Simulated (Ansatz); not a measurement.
# Run report: Ti, single-point calculation

The run: single-point calculation of Ti (Im-3m, 1 atom in the cell). Method and program: DFT PBE, scalar-relativistic, plane waves, PAW, spin-polarised (Ansatz 0.2.0).

The structure derives from an entry of the Crystallography Open Database. Figures and captions count atoms from 1; the log counts them from 0 in places.

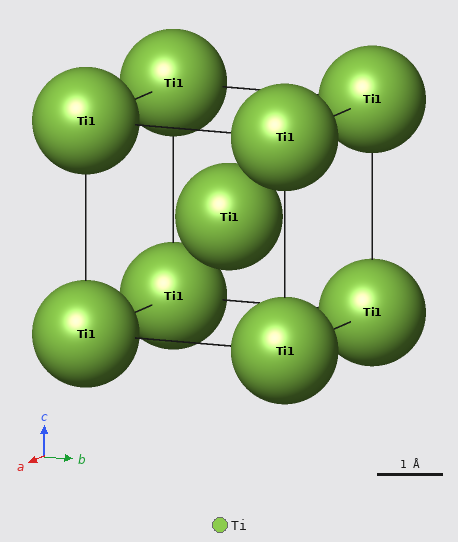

The input geometry (spheres-only view of the cell 2 times as large as that of the calculation, set on its symmetry axes, seen slightly off an axis; atoms are numbered from 1 in the order of the input).

Results in brief

| quantity | value |
| --- | --- |
| outcome | converged |
| space group (tolerance 0.01 Å) | Im-3m (229) |
| electrons treated | 12 |
| free energy | −2499.5243 eV |
| Fermi energy | 11.963 eV |
| gap on the k-point mesh | none (metallic) |
| net moment of the cell | 0.90 μB |
| integrated absolute moment | 0.90 μB |
| pressure | −6.36 GPa |
| largest force (length of the vector) | under 0.001 eV/Å |
| hardware | 1 thread of AMD EPYC (Zen 4), 10 GiB of memory available, shared host |
| wall time | 7.5 s |
| peak memory | 0.49 GiB |

Notes

The program warns: the SCF threshold is looser than advised for the printed stress. The cell is under a tension of 6.4 GPa at this level, so it is not at its equilibrium volume.

Input
```yaml
crystal:
  lattice:
    - [-1.6751874744, 1.6751874744, 1.6751874744]
    - [1.6751874744, -1.6751874744, 1.6751874744]
    - [1.6751874744, 1.6751874744, -1.6751874744]
  atoms:
    - { symbol: Ti, position: [0.0, 0.0, 0.0], spin: 0.9 }
basis:
  ecutwfc: 520.0
kpoints:
  mp_grid: { grid: [22, 22, 22] }
hamiltonian:
  xc: pbe
scf:
  occupations: { method: gaussian, width: 0.15 }
  lower_state_search: "off"
output:
  forces: true
  stress: true
  eigenvalues: true
  populations: true
magnetization:
  spin_polarized: true
  initial_magnetization: 0.9
  spin_locking: { lock_magnetization: hard }
```

Launched with:
```bash
ansatz run input.yaml --threads 1 --pin off --max-ram 2048MiB --backend cpu --events-out ev --progress --plain --runs-dir out
```

The program's output
```
Warning: output.stress: scf.convergence.dr2_threshold = 1e-7 eV (the SCF's general default) is looser than the 1e-10 eV advised for a printed stress (1e-10 eV for each atom of the cell: 1). What an SCF threshold leaves in a stress goes as its square root, and in the free energy as the threshold itself, and one threshold admits the most on a small cell: of the crystals measured, under no hybrid functional and no lock of the moments, on runs that ended without the residual-converged pass, on stresses that held no estimate of that error, the worst erred by over 100 MPa in a component at 1e-7 eV an atom and by under 5 at 1e-10. Set scf.convergence.dr2_threshold to 1e-10 eV or tighter. The threshold is an SCF's pass mark: one that does not reach it within its budget of iterations ends unconverged, or closes short of it on a stop that the run arms, and scf.convergence.dr2_threshold's page says what that costs each kind of run
Engine: ansatz 0.2.0, x86_64-unknown-linux-gnu
Pseudopotentials: kind: paw
Pseudopotential: Ti, paw, valence charge 12, recommended cutoff 420 eV (normal), Ti.paw.azcp
Functional definition: PBE
  parameter kappa = 0.804
  parameter beta = 0.06672455060314922
  exchange = pbe_x(kappa = kappa, mu = beta*pi^2/3)
  correlation = pbe_c(beta = beta)
Crystal: 1 atoms, lattice volume = 18.804 Å³
Basis set: ecut = 520 eV, 531 PW (Γ), exchange–correlation on 48×48×48 points (8 copies of the dense FFT grid, shifted against one another)
Bands: 11, of which v1, the nominal top of the filled ones, is band 6 counted from 1 (5 counted from 0)
Symmetry: 48 space group operations
Space group: Im-3m (ITA 229), of the structure as read, at distance tolerance 2.7e-5 Å
Magnetic group: BNS 229.140 (UNI 1642), of the structure as read, at distance tolerance 2.7e-5 Å
k-points: 328 of 10648
Non-local potential: Ti, projectors of the file, l = 0: 3, l = 1: 2, l = 2: 3, l = 3: 1
PAW form: soft (Blöchl's): semilocal exchange-correlation on the pseudo side does not see the compensation charge
PAW one-centre angular grid: Ti, 590 points (default); XC on 64 Gauss nodes
Initial density: superposition of atomic densities (chi_scale 0.1, normalization cell)
Starting moments: Σ|m| = 0.9 μB on 1 of 1 site
Initial wavefunctions: pseudopotential atomic-orbital guess
Functional: x = pbe(κ = 0.804, μ = 0.2195149727645171), c = pbe(β = 0.06672455060314922)
SCF iter   1: F=—  HF=-2499.627877 eV  |F-HF|=—  |Δ(HF+E_count)|=         —  Δρ=4.83e-2 (↑4.83e-2 ↓1.19e-2)  dr2=5.42e-1  dr2_m=1.07e-1  M=0.900 μB ∫|m|=0.900 μB  β_m=0.30  ethr=3.10e-3  ⟨swp⟩=4.6  Hψ=36784  notcnv=0
preconditioner: auto → none  [metal: Δε(μ)=0.003 eV  Ē_g=5.673 eV  σ=0.150 eV  W_gap=0.01  n_scr=0 (ndim 8)  ℏωp=17.1 eV  f_vac=0.000  D(μ)=2.07/eV (n_scr^D=18)]
SCF iter   2: F=—  HF=-2499.498763 eV  |F-HF|=—  |Δ(HF+E_count)|=   1.29e-1  Δρ=2.00e-2 (↑2.00e-2 ↓1.42e-2)  dr2=3.32e-2  dr2_m=4.53e-2  M=0.900 μB ∫|m|=0.900 μB  β_m=0.37  ethr=3.10e-3  ⟨swp⟩=2.1  Hψ=15558  notcnv=0  defer=206
SCF iter   3: F=—  HF=-2499.512223 eV  |F-HF|=—  |Δ(HF+E_count)|=   1.35e-2  Δρ=1.03e-2 (↑8.70e-3 ↓1.03e-2)  dr2=2.16e-3  dr2_m=1.47e-2  M=0.900 μB ∫|m|=0.900 μB  β_m=0.64  ethr=2.77e-4  ⟨swp⟩=2.2  Hψ=10504  notcnv=0  defer=206
SCF iter   4: F=—  HF=-2499.524122 eV  |F-HF|=—  |Δ(HF+E_count)|=   1.19e-2  Δρ=8.30e-4 (↑8.30e-4 ↓6.52e-4)  dr2=5.38e-5  dr2_m=6.87e-5  M=0.900 μB ∫|m|=0.900 μB  β_m=0.79  ethr=1.80e-5  ⟨swp⟩=2.0  Hψ=13960  notcnv=0  defer=206
SCF iter   5: F=—  HF=-2499.524267 eV  |F-HF|=—  |Δ(HF+E_count)|=   1.45e-4  Δρ=2.36e-4 (↑2.11e-4 ↓2.36e-4)  dr2=1.08e-5  dr2_m=6.28e-6  M=0.900 μB ∫|m|=0.900 μB  β_m=0.89  ethr=4.48e-7  ⟨swp⟩=2.0  Hψ=11250  notcnv=0  defer=207
SCF iter   6: F=—  HF=-2499.524285 eV  |F-HF|=—  |Δ(HF+E_count)|=   1.83e-5  Δρ=5.64e-5 (↑4.41e-5 ↓5.64e-5)  dr2=1.11e-7  dr2_m=4.08e-7  M=0.900 μB ∫|m|=0.900 μB  β_m=0.95  ethr=8.98e-8  ⟨swp⟩=2.1  Hψ=10538  notcnv=0  defer=207
iter 7 did not close the SCF: its close was put off for a magnetic moment that had not settled (scf_convergence_deferred on its scf_iter line)
SCF iter   7: F=-2499.524286 eV  HF=-2499.524286 eV  |F-HF|=3.34e-9  |Δ(HF+E_count)|=   1.53e-6  Δρ=1.56e-5 (↑1.56e-5 ↓7.89e-6)  dr2=3.84e-8  dr2_m=1.69e-8  M=0.900 μB ∫|m|=0.900 μB  β_m=0.97  ethr=8.33e-10  ⟨swp⟩=6.0  Hψ=31884  notcnv=0
SCF iter   8: F=-2499.524287 eV  HF=-2499.524287 eV  |F-HF|=4.23e-10  |Δ(HF+E_count)|=   3.87e-8  Δρ=1.53e-6 (↑1.53e-6 ↓1.03e-6)  dr2=6.63e-11  dr2_m=2.79e-10  M=0.900 μB ∫|m|=0.900 μB  ethr=3.20e-10  ⟨swp⟩=2.1  Hψ=23771  notcnv=0
SCF 1 converged in 8 iterations: F = -2499.524287 eV  dr2 = 6.63e-11
  greatest PAW one-centre occupation: 0.999 electrons in one spin orbital (limit 2), on the Ti atom at site 0 (counted from 0), in its partial waves of l = 0
```

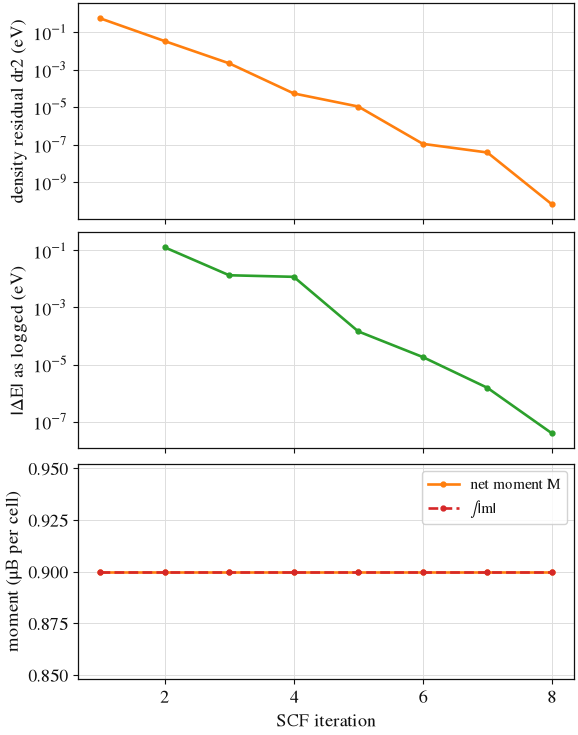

Convergence of the self-consistent field: density residual dr2, size of the energy change and magnetic moment against the SCF iteration. The residual falls at every step. The net moment stays at 0.9 μB per cell.

```
SCF converged after 8 iterations
Stability checked in part: among states of this total moment the steps that led to this state did not find it unstable. No probe was made; neither looks for a lower state of another moment (fixed_total_moment; see scf.lower_state_search)
Magnetization: 0.9000 μB (6.4500 up, 5.5500 down)
Absolute magnetization: 0.9000 μB (∫|ρ↑−ρ↓|, with the PAW one-centre terms)
Spin contamination: 0.0015 ħ² per cell (⟨S²⟩ above its minimum at these occupations)
Per-site moments (μB) at R_I (Å): [(0.6678861870410288, 1.1968727998688127)]
Free energy (F): -2499.524287 eV
Harris-Foulkes:  -2499.524287 eV  (|F-HF|=4.23e-10)
Internal energy: -2499.497027 eV  (E = F + TS)
E sigma→0 (E₀):  -2499.510657 eV
Entropy (-TS):   -0.027260 eV (-27.260 meV/atom)
Fermi energy:    11.962795 (↑ 11.976633, ↓ 11.948957) eV
--- Per-component energies (eV) ---
  E_band       = -172.066534
  E_kinetic    = 270.802169
  E_local      = -856.890558  (includes V_loc(G=0)·N_el)
  E_nonlocal   = 8.389655
  E_hartree    = 348.786284
  E_xc         = -96.843824
  E_vxc        = -121.095176  (∫ρ·V_xc dr)
  E_paw        = -1047.578981  (= ΣΔE_a)
  E_vpaw       = -170.844941  (= ΣTr[D̂ρ^β])
  E_aug_tail   = 0.000047  (compensation charges beyond the density's cutoff)
  E_ewald      = -1126.161819
  E_smearing   = -0.027260  (= −TS)
  E_closure    = 0.000000  (closes the sum)
  Σ components = -2499.524287   (vs F -2499.524287, Δ=0.00e0)
--- Forces (eV/Å), atoms counted from 1 ---
  atom   1  Ti    -0.00000000    -0.00000000     0.00000000
  max |Σ_I F_I| component: 4.72e-32 eV/Å
--- Stress (GPa, compression-positive) ---
       -6.364274       0.000000      -0.000000
        0.000000      -6.364274       0.000000
       -0.000000      -0.000000      -6.364274
  P = ⅓ Tr σ = -6.3643 GPa (-63.643 kbar)
--- Band table (eV; the first three rows and the last of 656) ---
  k-point 0 ↑: bands = ["-44.9736", "-20.9230", "-20.9230", "-20.9230", "5.8828", "12.4984", "12.4984", "12.4984", "14.2908", "14.2908", "28.4950"]
  k-point 1 ↑: bands = ["-44.9717", "-20.9340", "-20.9265", "-20.9230", "5.9488", "12.4695", "12.4915", "12.5451", "14.2559", "14.2922", "28.3622"]
  k-point 2 ↑: bands = ["-44.9661", "-20.9660", "-20.9366", "-20.9231", "6.1441", "12.3861", "12.4643", "12.6834", "14.1661", "14.2975", "27.9577"]
  k-point 327 ↓: bands = ["-44.2509", "-20.7216", "-20.7216", "-20.7216", "10.2930", "10.2930", "15.8632", "15.8632", "15.8632", "20.0966", "20.0966"]
--- Löwdin populations: 1 site ---
  site symbol       q [e]    m [muB]
     0     Ti     11.8475     0.8406
  spilling = 0.012711 (of n_electrons = 12.000000)
```

File populations.tsv
```
# site	symbol	l	j	q_up	q_dn
# orbitals = lowdin
# n_electrons = 12.000000
# spilling = 0.012711
0	Ti	0_3S	-	0.969153	0.967586
0	Ti	0_4S	-	0.493090	0.453257
0	Ti	1_3P	-	2.996549	2.993522
0	Ti	2_3D	-	1.885243	1.089067
```

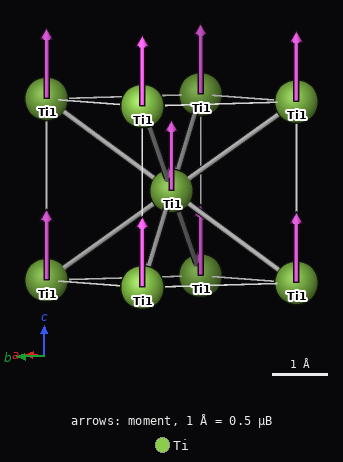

Magnetic moments of the sites as pink arrows (ball-and-stick view of the cell 2 times as large as that of the calculation, set on its symmetry axes, seen at an oblique angle; atoms are numbered from 1 in the order of the input); small moments hardly show. The run is collinear, so the axis drawn is arbitrary. Site moments: Ti1 (0.67 μB). They are counted near the atoms and needn't add up to the moment of the cell.

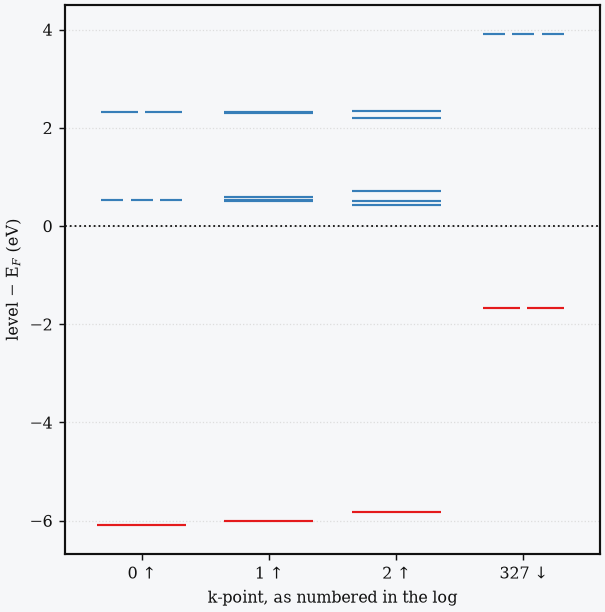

Kohn–Sham levels near the Fermi level (dotted) at the few k-points that the log prints; levels within 0.02 eV of each other stand side by side. The system is metallic on the full mesh.
